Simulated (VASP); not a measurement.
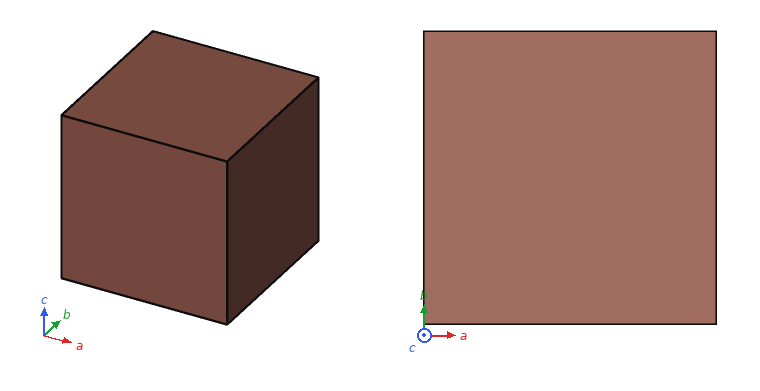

Two views of one computed crystal shape (BFDH rule; symmetry-equivalent faces share a colour; the right view looks down the c axis). A face and its opposite count as equivalent. Forms under 0.4 % of the area are left out.

What symmetry does this shape have?

Answer. Cubic, Laue class m-3m. A BFDH shape is always centrosymmetric and shows few forms, so it can't tell the point group within that class, and the other Laue class of the same system could look alike. It was computed for TiAl in Pm-3m, with forms {100}.

Source: the geometry relaxed with VASP 6.6.1, VASP Kohn-Sham DFT of a periodic cell, PBE with TS, VASP PAW PBE potentials, materialsproject.
